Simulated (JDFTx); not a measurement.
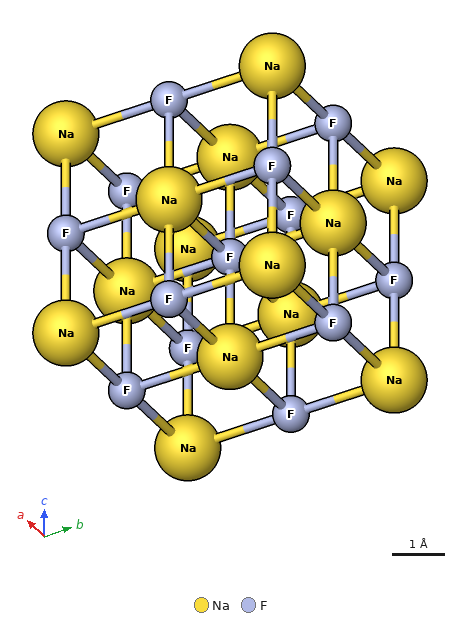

The structure as given in the input (ball-and-stick view of the cell 4 times as large as that of the calculation, set on its symmetry axes, seen at an oblique angle). Near neighbours in the crystal (not all of them lie inside the picture): Na has 6 F at 2.32 Å; F has 6 Na at 2.32 Å.

## Run report: NaF, single-point calculation

The run: single-point calculation of NaF (Fm-3m, 2 atoms in the cell). Method and program: Kohn-Sham DFT of a periodic cell, PBE, PseudoDojo-SR-PBE-0.5-standard, no spin polarisation (JDFTx 1.7.0 (patched build)).

The structure derives from an entry of the Crystallography Open Database.

## The input
```
lattice \
    0.0000000000     4.3841646091     4.3841646091 \
    4.3841646091     0.0000000000     4.3841646091 \
    4.3841646091     4.3841646091     0.0000000000
coords-type Lattice
ion Na     0.0000000000     0.0000000000     0.0000000000 1
ion F      0.5000000000     0.5000000000     0.5000000000 1

ion-species pseudo/Na.upf
ion-species pseudo/F.upf
elec-cutoff 44 352
elec-ex-corr gga-PBE
kpoint-folding 10 10 10
elec-smearing Fermi 0.0018374661
elec-n-bands 14
electronic-SCF nIterations 100 energyDiffThreshold 1e-09
electronic-minimize nIterations 30 energyDiffThreshold 1e-7
converge-empty-states yes
forces-output-coords Cartesian

dump-name run.$VAR
dump End Ecomponents EigStats BandEigs Kpoints Forces Stress
```

Hardware: 1 thread of Intel Xeon (Granite Rapids), 16 GiB of memory available, shared host.

Run as:
```bash
jdftx -c 1 -i NaF.in -o NaF.out
```

## What the program printed
```
*************** JDFTx 1.7.0 (patched build) ***************

Input parsed successfully to the following command list (including defaults):
[... the input with its defaults ...]

---------- Setting up symmetries ----------

Found 48 point-group symmetries of the bravais lattice
Found 48 space-group symmetries with basis
Applied RMS atom displacement 0 bohrs to make symmetries exact.

---------- Initializing the Grid ----------
R =
[            0      4.38416      4.38416  ]
[      4.38416            0      4.38416  ]
[      4.38416      4.38416            0  ]
unit cell volume = 168.535
G =
[  -0.716577   0.716577   0.716577  ]
[   0.716577  -0.716577   0.716577  ]
[   0.716577   0.716577  -0.716577  ]
Minimum fftbox size, Smin = [  56  56  56  ]
Chosen fftbox size, S = [  56  56  56  ]

---------- Initializing tighter grid for wavefunction operations ----------
R =
[            0      4.38416      4.38416  ]
[      4.38416            0      4.38416  ]
[      4.38416      4.38416            0  ]
unit cell volume = 168.535
G =
[  -0.716577   0.716577   0.716577  ]
[   0.716577  -0.716577   0.716577  ]
[   0.716577   0.716577  -0.716577  ]
Minimum fftbox size, Smin = [  40  40  40  ]
Chosen fftbox size, S = [  40  40  40  ]

---------- Exchange Correlation functional ----------
Initalized PBE GGA exchange.
Initalized PBE GGA correlation.

---------- Setting up pseudopotentials ----------
Width of ionic core gaussian charges (only for fluid interactions / plotting) set to 0

Reading pseudopotential file 'pseudo/Na.upf':
  'Na' pseudopotential, 'PBE' functional
  Generated using ONCVPSP code by D. R. Hamann
  9 valence electrons, 3 orbitals, 4 projectors, 1001 radial grid points, with lMax = 1
    2S    l: 0   occupation:  2.0   eigenvalue: -2.085640
    2P    l: 1   occupation:  6.0   eigenvalue: -1.053708
    3S    l: 0   occupation:  1.0   eigenvalue: -0.100838
  Core radius for overlap checks: 1.48 bohrs.

Reading pseudopotential file 'pseudo/F.upf':
  'F' pseudopotential, 'PBE' functional
  Generated using ONCVPSP code by D. R. Hamann
  7 valence electrons, 2 orbitals, 5 projectors, 832 radial grid points, with lMax = 2
    2S    l: 0   occupation:  2.0   eigenvalue: -1.098789
    2P    l: 1   occupation:  5.0   eigenvalue: -0.408344
  Core radius for overlap checks: 1.56 bohrs.

Initialized 2 species with 2 total atoms.

Folded 1 k-points by 10x10x10 to 1000 k-points.

---------- Setting up k-points, bands, fillings ----------
Reduced to 47 k-points under symmetry.
Computing the number of bands and number of electrons
Calculating initial fillings.
nElectrons:  16.000000   nBands: 14   nStates: 47

----- Setting up reduced wavefunction bases (one per k-point) -----
average nbasis = 2348.863 , ideal nbasis = 2349.436

---------- Setting up ewald sum ----------
Optimum gaussian width for ewald sums = 1.991212 bohr.
Real space sum over 1331 unit cells with max indices [  5  5  5  ]
Reciprocal space sum over 2197 terms with max indices [  6  6  6  ]

---------- Allocating electronic variables ----------
Initializing wave functions:  linear combination of atomic orbitals
Note: number of bands (14) exceeds available atomic orbitals (9)
Na pseudo-atom occupations:   s ( 2 1 )  p ( 6 )
F pseudo-atom occupations:   s ( 2 )  p ( 5 )
	FillingsUpdate:  mu: +0.254748341  nElectrons: 16.000000
LCAOMinimize: Iter:   0  F: -69.7881955417009436  |grad|_K:  4.571e-03  alpha:  1.000e+00
	FillingsUpdate:  mu: +0.229395528  nElectrons: 16.000000
LCAOMinimize: Iter:   1  F: -69.8356141684473499  |grad|_K:  1.241e-03  alpha:  3.528e-01  linmin: -2.581e-01  cgtest:  8.781e-01
LCAOMinimize: Encountered beta<0, resetting CG.
[... 7 lines of inner loops ...]
LCAOMinimize: Iter:   5  F: -69.8387164391430844  |grad|_K:  3.336e-07  alpha:  9.381e-01  linmin: -8.181e-04  cgtest:  2.532e-03
	FillingsUpdate:  mu: +0.100000000  nElectrons: 16.000000
LCAOMinimize: Iter:   6  F: -69.8387164395756486  |grad|_K:  2.298e-08  alpha:  8.432e-01  linmin:  4.821e-04  cgtest: -9.558e-03
LCAOMinimize: Converged (|Delta F|<1.000000e-06 for 2 iters).

-------- Electronic minimization -----------
Will mix electronic density at each iteration.
	FillingsUpdate:  mu: +0.100000000  nElectrons: 16.000000
	FillingsUpdate:  mu: +0.100000000  nElectrons: 16.000000
SCF: Cycle:  0   F: -69.849730296338976   dF: -1.101e-02   |Residual|: 8.556e-02   |deigs|: 2.057e-01
	FillingsUpdate:  mu: +0.100000000  nElectrons: 16.000000
SCF: Cycle:  1   F: -69.854321097470063   dF: -4.591e-03   |Residual|: 8.904e-03   |deigs|: 1.432e-02
	FillingsUpdate:  mu: +0.100000000  nElectrons: 16.000000
SCF: Cycle:  2   F: -69.854401166072250   dF: -8.007e-05   |Residual|: 3.921e-03   |deigs|: 2.978e-03
	FillingsUpdate:  mu: +0.100000000  nElectrons: 16.000000
SCF: Cycle:  3   F: -69.854405240953184   dF: -4.075e-06   |Residual|: 1.108e-03   |deigs|: 1.417e-03
	FillingsUpdate:  mu: +0.100000000  nElectrons: 16.000000
SCF: Cycle:  4   F: -69.854405854303380   dF: -6.134e-07   |Residual|: 3.240e-04   |deigs|: 4.260e-04
	FillingsUpdate:  mu: +0.100000000  nElectrons: 16.000000
SCF: Cycle:  5   F: -69.854405920113706   dF: -6.581e-08   |Residual|: 5.846e-05   |deigs|: 1.932e-04
	FillingsUpdate:  mu: +0.100000000  nElectrons: 16.000000
SCF: Cycle:  6   F: -69.854405925213555   dF: -5.100e-09   |Residual|: 3.158e-05   |deigs|: 1.319e-04
	FillingsUpdate:  mu: +0.100000000  nElectrons: 16.000000
SCF: Cycle:  7   F: -69.854405926137673   dF: -9.241e-10   |Residual|: 1.645e-05   |deigs|: 9.728e-05
	FillingsUpdate:  mu: +0.100000000  nElectrons: 16.000000
SCF: Cycle:  8   F: -69.854405926281316   dF: -1.436e-10   |Residual|: 1.297e-05   |deigs|: 7.754e-05
SCF: Converged (|Delta E|<1.000000e-09 for 2 iters).

Setting wave functions to eigenvectors of Hamiltonian
Converging empty states (this may take a while): |deigs|: 2.457e-04

# Stress tensor in Cartesian coordinates [Eh/a0^3]:
[  -6.3567e-05            0            0  ]
[            0  -6.3567e-05            0  ]
[            0            0  -6.3567e-05  ]

# Ionic positions in lattice coordinates:
ion Na   0.000000000000000   0.000000000000000   0.000000000000000 1
ion F   0.500000000000000   0.500000000000000   0.500000000000000 1

# Forces in Cartesian coordinates:
force Na  -0.000000000000000  -0.000000000000000  -0.000000000000000 1
force F  -0.000000000000000   0.000000000000000  -0.000000000000000 1

# Energy components:
   Eewald =      -41.8174543220512902
       EH =       22.7510963899422443
     Eloc =      -65.6150188107678787
      Enl =      -17.4493345733623677
      Exc =      -12.4966046628029730
 Exc_core =        0.6289790125436564
       KE =       44.1439310402172964
-------------------------------------
     Etot =      -69.8544059262813164
       TS =        0.0000000000000000
-------------------------------------
        F =      -69.8544059262813164

IonicMinimize: Iter:   0  F: -69.854405926281316  |grad|_K:  1.106e-40
IonicMinimize: Converged (|grad|_K<1.000000e-04).

#--- Lowdin population analysis ---
# oxidation-state Na +0.790
# oxidation-state F -0.745

Dumping 'run.eigStats' ...
	eMin: -1.697419 at state 0 ( [ +0.000000 +0.000000 +0.000000 ] spin 0 )
	HOMO: +0.033217 at state 0 ( [ +0.000000 +0.000000 +0.000000 ] spin 0 )
	mu  : +0.100000
	LUMO: +0.265411 at state 0 ( [ +0.000000 +0.000000 +0.000000 ] spin 0 )
	eMax: +0.994248 at state 24 ( [ +0.000000 +0.300000 +0.500000 ] spin 0 )
	HOMO-LUMO gap: +0.232194
	Optical gap  : +0.232194 at state 0 ( [ +0.000000 +0.000000 +0.000000 ] spin 0 )
Done!
```

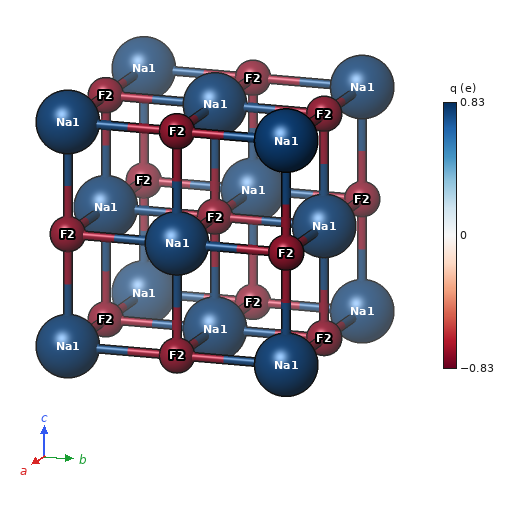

Löwdin charges, as the colour of each atom (ball-and-stick view of the cell 4 times as large as that of the calculation, set on its symmetry axes, seen slightly off an axis; atoms are numbered from 1 in the order of the input). By element: Na +0.79 and F −0.74 e.

## Key numbers

| quantity | value |
| --- | --- |
| outcome | converged |
| space group (tolerance 0.01 Å) | Fm-3m (225) |
| electrons treated | 16 |
| free energy | −1900.8352 eV |
| gap on the k-point mesh | 6.32 eV |
| pressure | 1.87 GPa |
| largest force (length of the vector) | under 0.001 eV/Å |
| wall time | 30 s |
| peak memory | 0.12 GiB |
